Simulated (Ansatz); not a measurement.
## Electronic structure of Mg$_{8}$O$_{7}$ (cell with a defect) in real space

Input file:

```
crystal:
  lattice:
    - [0.0, 4.2537045245, -4.2537045245]
    - [4.2537045245, 4.2537045245, 0.0]
    - [4.2537045245, 0.0, -4.2537045245]
  atoms:
    - { symbol: Mg, position: [-0.012084867, -0.0033327122, 0.521830447] }
    - { symbol: Mg, position: [-0.0059803615, 0.5165938181, 0.5001244538] }
    - { symbol: Mg, position: [0.5, 0.0, 0.5] }
    - { symbol: Mg, position: [0.4929794014, 0.494012243, 0.4977158328] }
    - { symbol: Mg, position: [-0.0023223697, -0.0004154516, 0.9903295864] }
    - { symbol: Mg, position: [0.0, 0.5, 1.0] }
    - { symbol: Mg, position: [0.517895539, -0.0207573397, 0.9972908713] }
    - { symbol: Mg, position: [0.5052916437, 0.4844906672, 1.0063083518] }
    - { symbol: O, position: [0.25, 0.25, 0.25] }
    - { symbol: O, position: [0.75, 0.75, 0.25] }
    - { symbol: O, position: [0.75, 0.25, 0.25] }
    - { symbol: O, position: [0.25, 0.75, 0.75] }
    - { symbol: O, position: [0.25, 0.25, 0.75] }
    - { symbol: O, position: [0.75, 0.75, 0.75] }
    - { symbol: O, position: [0.75, 0.25, 0.75] }
  host:
    lattice:
      - [0.0, 2.1268522623, 2.1268522623]
      - [2.1268522623, 0.0, 2.1268522623]
      - [2.1268522623, 2.1268522623, 0.0]
    atoms:
      - { symbol: Mg, position: [0.0, 0.0, 0.0] }
      - { symbol: O, position: [0.5, 0.5, 0.5] }
basis:
  ecutwfc: 420
  xc_grid: 2
kpoints:
  mp_grid: { grid: [2, 2, 2], shift: [0.0, 0.0, 0.0] }
hamiltonian:
  xc: pbe
scf:
  occupations: { method: gaussian, width: 0.01 }
output:
  forces: true
  stress: false
  eigenvalues: true
  charged_corrections:
    defect_position: [0.25, 0.75, 0.25]
    epsilon: [[11.1945, 0.0, 0.0], [0.0, 11.1945, 0.0], [0.0, 0.0, 11.1945]]
  write_density: true
  write_potential: true
  elf: true
  volumetric_format: npy
relax:
  adjacent_minimum: "off"
  f_tol: 0.025
  max_steps: 45
```

Run with:

```sh
ansatz run input.yaml --threads 2 --pin off --max-ram 5120MiB --backend cpu --events-out ev --progress --plain --runs-dir out
```

The fields are those of the relaxed geometry.

Computed with Ansatz 0.2.0, DFT PBE, scalar-relativistic, plane waves, PAW.

The density is the valence pseudo-density of a PAW calculation; it isn't the true density close to the nuclei.

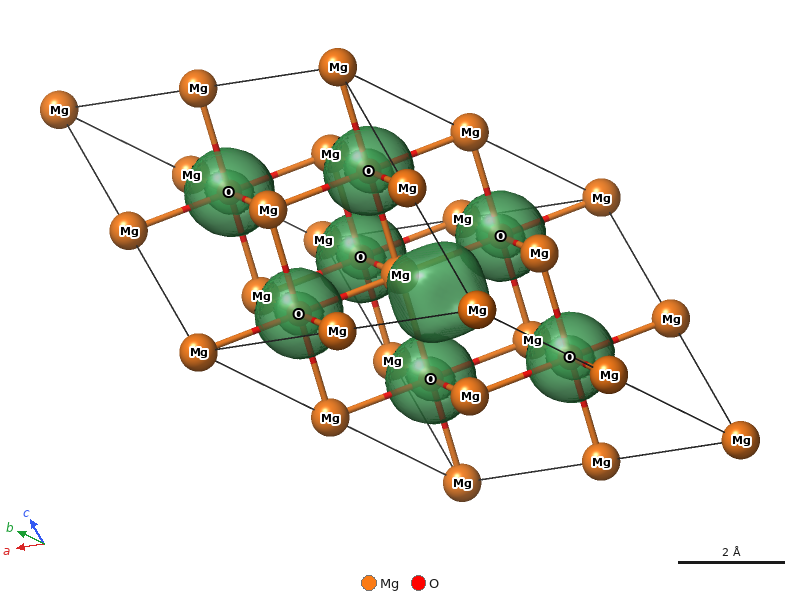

Figure 1. Isosurface of the ELF at 0.75 (green), seen at an oblique angle. Only the valence region is drawn (cores and ρ < 0.01 e/Å³ removed). Sticks mark near contacts.

Q: Where are the electrons localised?

A: The ELF exceeds this value in seven regions wrapped around O (the valence shell of each) and one pocket between the atoms, centred on no nucleus (multi-centre or interstitial), counted in one cell of 15 atoms. Regions shared between cells count once.


Mg–O (2.12 Å): the ELF peaks at about 0.85 in the valence shell of O, 0.6 Å from its nucleus, and is about 0.35 at the midpoint: a closed-shell, largely ionic contact.

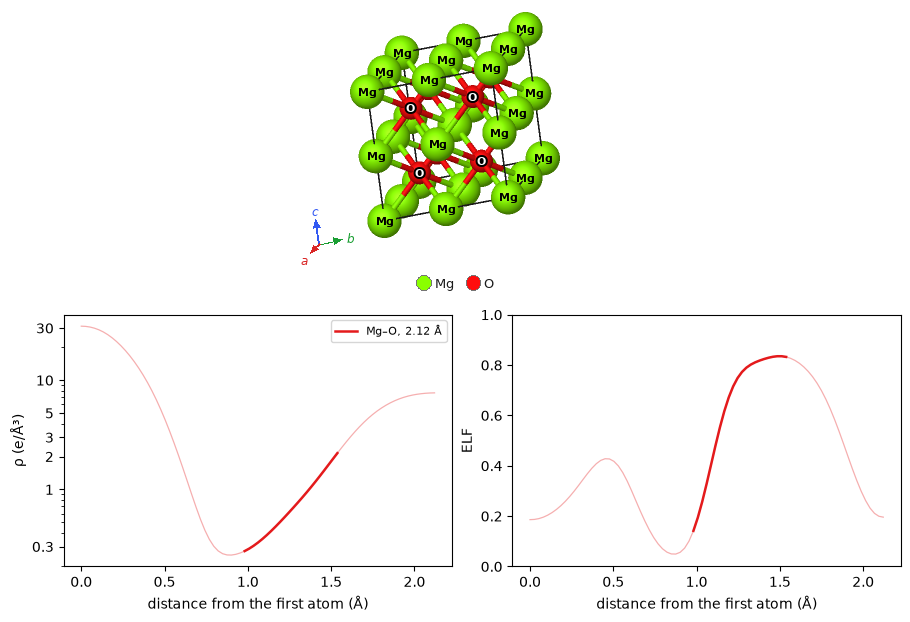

Figure 2. Valence pseudo-density and electron localisation function along straight lines between neighbouring atoms. Thin, pale parts lie inside the atomic spheres. The structure is drawn too.

Q: What can be read from the curves?

A: Mg–O (2.12 Å): ρ is about 0.33 e/Å³ halfway; the ELF peaks at about 0.85 in the valence shell of O, 0.6 Å from its nucleus, and is about 0.35 at the midpoint; a closed-shell, largely ionic contact.

Q: Does the calculation give a band gap?

A: It is gapped, with a Kohn–Sham gap of 2.3 eV on the k-point mesh (the band edges may lie off the mesh, which would make the gap smaller).
